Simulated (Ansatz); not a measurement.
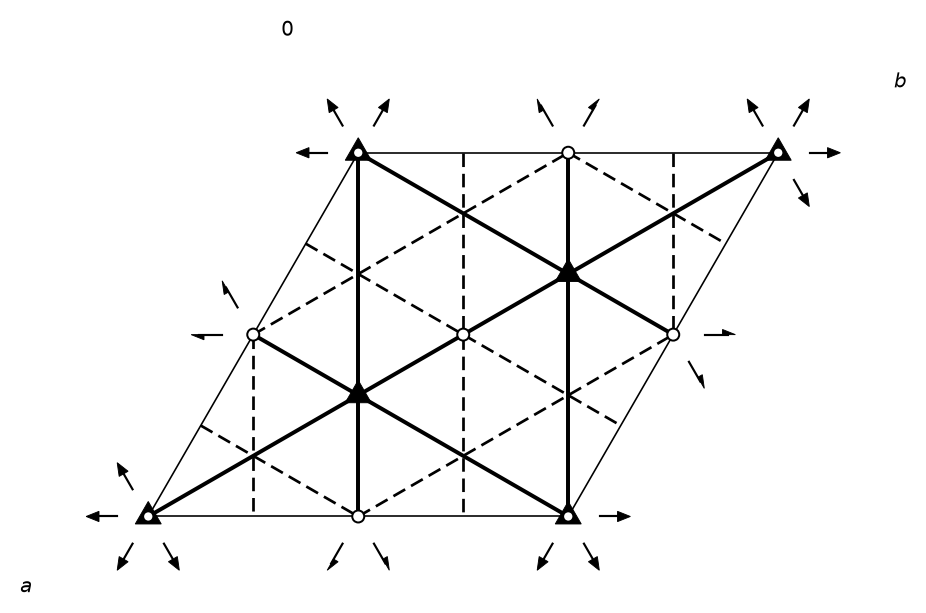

Symmetry elements of a space group, projected down c, computed from the operations of a computed or model structure of composition PtS2.

Graphical symbols as in the International Tables (origin upper left, heights as fractions; handed screw axes are marked by their printed symbols).

Which space group is it?

Answer. No. 164, P-3m1; primitive trigonal (hexagonal lattice), point group -3m, 12 general positions a cell.

List the elements shown.

Answer. −3 axes along c at (0, 0); 3 axes along c at (1/3, 2/3), (2/3, 1/3); inversion centres at (0, 0), (0, 1/2), (1/2, 0), (1/2, 1/2); mirror planes holding c and [1 2 0] or [2 1 0] or [−1 1 0]; in-plane glide planes holding c and [1 2 0] or [2 1 0] or [−1 1 0]; 2 axes along [1 1 0] at height 0; 2 axes along a at height 0; 2 axes along b at height 0; 2₁ axes along [1 1 0] at height 0; 2₁ axes along a at height 0; 2₁ axes along b at height 0. Heights repeat every half period; positions are (a, b) fractions, modulo 1.
